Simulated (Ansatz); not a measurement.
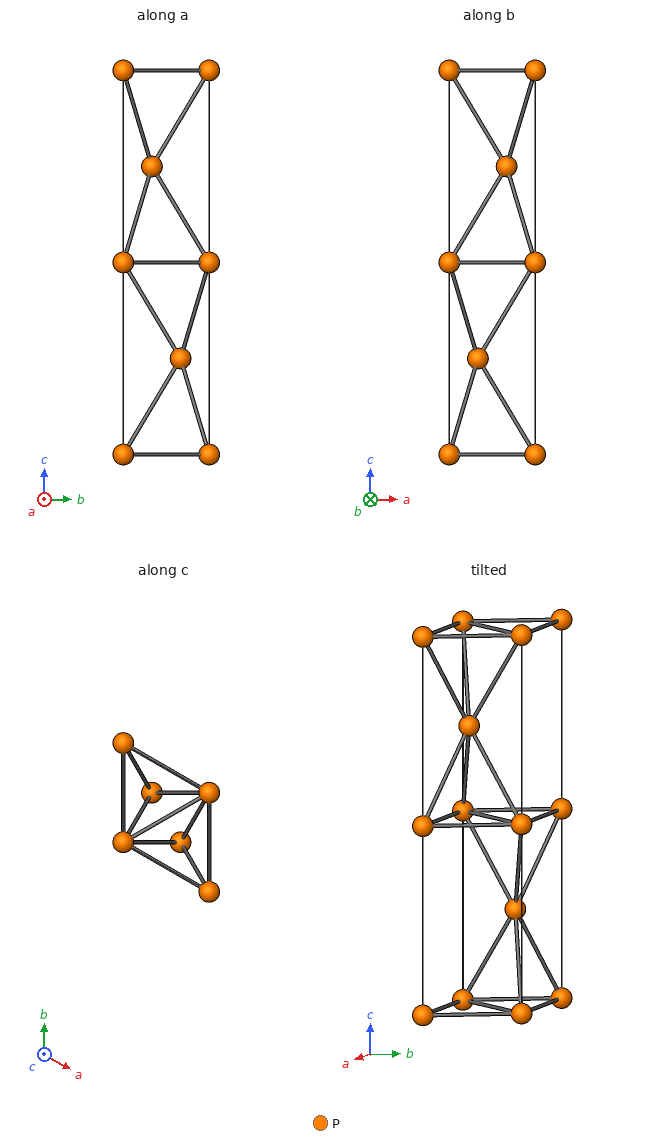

Shown here is a ball-and-stick view of the crystal, taken along the a axis, along the b axis, along the c axis and slightly off an axis. The wireframe shows the conventional unit cell.

Lattice parameters: a = 2.5750 Å, b = 2.5750 Å, c = 9.9696 Å, α = 90.000°, β = 90.000°, γ = 120.000°.

Q: Reconstruct the structure as a CIF with its space group and independent sites.

A:
```cif
data_structure
_symmetry_space_group_name_H-M 'P 63/m m c'
_symmetry_Int_Tables_number 194
_cell_length_a 2.5750
_cell_length_b 2.5750
_cell_length_c 9.9696
_cell_angle_alpha 90.000
_cell_angle_beta 90.000
_cell_angle_gamma 120.000
_cell_volume 57.25
loop_
_atom_site_label
_atom_site_type_symbol
_atom_site_symmetry_multiplicity
_atom_site_Wyckoff_symbol
_atom_site_fract_x
_atom_site_fract_y
_atom_site_fract_z
_atom_site_occupancy
P1 P 2 a 0.0000 0.0000 0.0000 1
P2 P 2 c 0.3333 0.6667 0.2500 1
```

The model was built from a structure type filled with this element by a generator (whether the element takes this form wasn't checked). Earlier steps of the study may have refined or changed the cell and positions. It went into a calculation with Ansatz.
